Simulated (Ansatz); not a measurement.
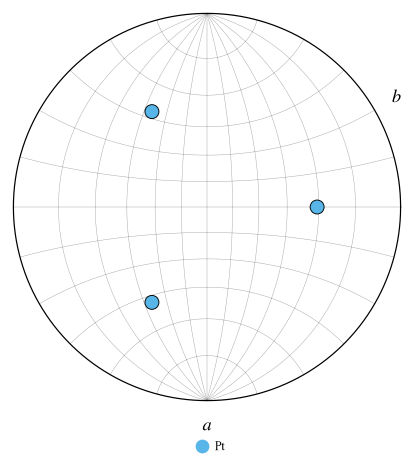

Crystal: PtS2, the geometry relaxed with DFT PBE, scalar-relativistic, plane waves, PAW in Ansatz 0.2.0. Directions from one sulfur atom at (2/3, 1/3, 0.810) to its bonded neighbours, in stereographic projection down c (filled: above the plane of the page or in it, open: below). The drawing is computed from the coordinates (standard cell, symmetry found to 0.002 Å).

Neighbours are counted up to 2.94 Å for Pt.

```
CELL_PARAMETERS angstrom
3.57706 0.00000 0.00000
-1.78853 3.09783 0.00000
0.00000 0.00000 6.45840
ATOMIC_POSITIONS crystal
Pt 0.00000 0.00000 0.00000
S 0.66667 0.33333 0.80990
S 0.33333 0.66667 0.19010
```

Q: How many neighbours are there, and at what angles?

A: 3: 3 Pt at 2.40 Å. Angles between bonds: 96° (3×).

Q: What is the site's symmetry in the crystal?

A: Point group 3m (C3v), order 6: one threefold axis, three mirror planes. In P-3m1, No. 164 this is Wyckoff position 2d.
